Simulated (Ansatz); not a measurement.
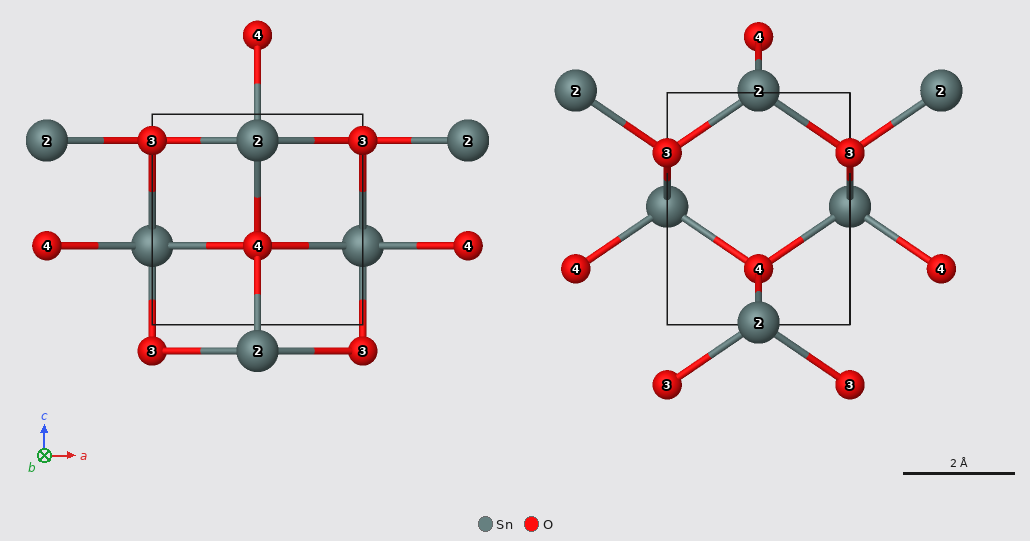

Two geometries of a crystal of SnO (set up in Pmn2_1), drawn at one scale. One is the start of a relaxation, the other its converged end. The picture is a ball-and-stick view of the cell of the calculation, seen along the b axis.

Level of theory: DFT r2SCAN, scalar-relativistic, plane waves, PAW in Ansatz. Set-up: plane-wave cutoff 500 eV; k-point mesh 8 × 6 × 6; occupations gaussian; smearing width 0.02 eV; no spin polarisation; cell and atoms relaxed; force threshold 0.005 eV/Å; at most 80 steps.

**Which one is relaxed?**

The left one is the relaxed one. The largest moves relative to the cell, 0.70 Å, are those of O atoms. Largest moves by element: O 0.70 Å, Sn 0.51 Å. The volume changes by −12.1 %, with a 3.306 → 3.809 Å (+15.2 %), b 5.870 → 4.936 Å (−15.9 %), c 4.196 → 3.807 Å (−9.3 %). Some distances before and after: O–Sn 3.730 → 2.223 Å, O–Sn 2.113 → 2.223 Å. New bonds form, among them: O–Sn (3.73 → 2.22 Å). Bond angles that change, for instance: Sn–O–Sn 123.2° → 105.4°, O–Sn–O 101.9° → 117.9°, Sn–O–Sn 101.9° → 117.9°. The space group (tolerance 0.01 Å) goes from Pmn2_1 (No. 31) to P4/nmm (No. 129). After 21 accepted moves (25 points after the start) the energy has fallen by 0.300 eV per cell of the calculation. The largest force component goes from 0.041 to 0.00078 eV/Å. The pressure goes from −0.01 to 0.00 GPa. The line search rejected the trial steps at points 10, 20 of the run. At 2 points the geometry stayed and the basis and grid were re-selected for the new cell (energy shift of 0.4 meV per cell of the calculation at most each time).

Limits of the set-up: layers or molecules are held without a dispersion correction, so their spacing is unreliable.
